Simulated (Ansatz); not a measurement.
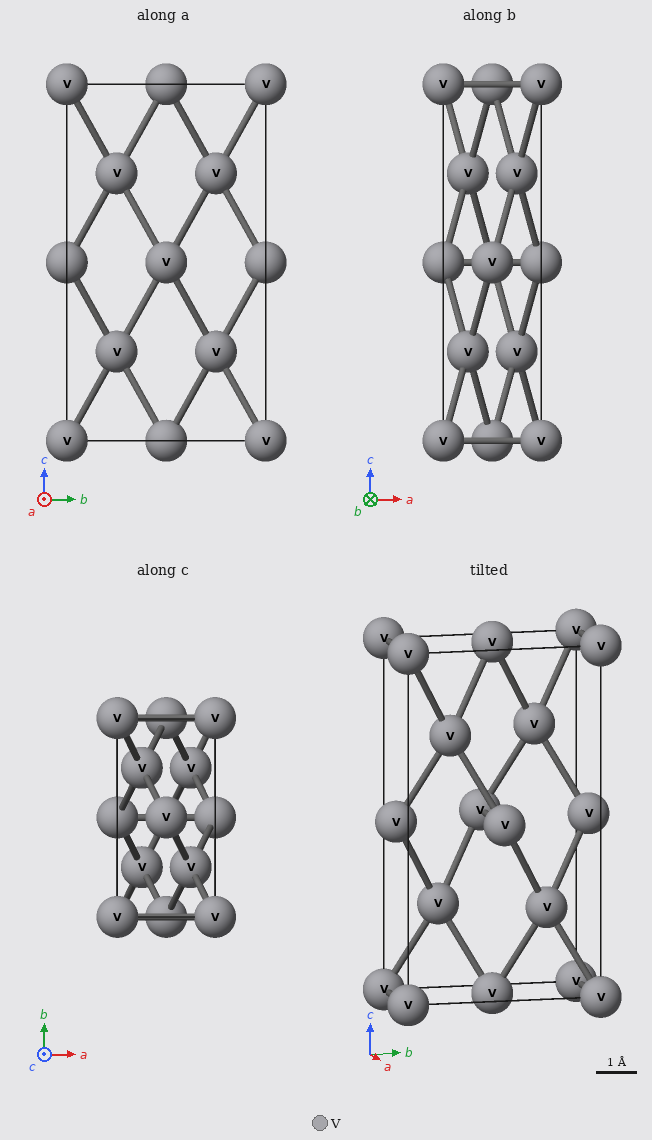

An orthographic ball-and-stick view of the structure, along the a axis, along the b axis, along the c axis and slightly off an axis. Atoms at the boundary of the conventional unit cell (the box) are drawn once for each face, edge or corner they touch.

Lattice parameters: a = 2.4487 Å, b = 4.9843 Å, c = 8.9351 Å, α = 90.000°, β = 90.000°, γ = 90.000°.

### Put the structure into a CIF in P1 with every atom of the cell.

```cif
data_structure
_symmetry_space_group_name_H-M 'P 1'
_symmetry_Int_Tables_number 1
_cell_length_a 2.4487
_cell_length_b 4.9843
_cell_length_c 8.9351
_cell_angle_alpha 90.000
_cell_angle_beta 90.000
_cell_angle_gamma 90.000
_cell_volume 109.05
loop_
_atom_site_label
_atom_site_type_symbol
_atom_site_fract_x
_atom_site_fract_y
_atom_site_fract_z
_atom_site_occupancy
V1 V 0.2500 0.2500 0.2500 1
V2 V 0.5000 0.0000 0.5000 1
V3 V 0.2500 0.7500 0.7500 1
V4 V 0.5000 0.5000 0.0000 1
V5 V 0.7500 0.2500 0.7500 1
V6 V 0.0000 0.0000 0.0000 1
V7 V 0.7500 0.7500 0.2500 1
V8 V 0.0000 0.5000 0.5000 1
```

The model was built from a structure type filled with this element by a generator (whether the element takes this form wasn't checked). Atoms and cell were optimised with DFT, PBE, plane waves (420 eV) with PAW, scalar-relativistic (Ansatz 0.2.0).
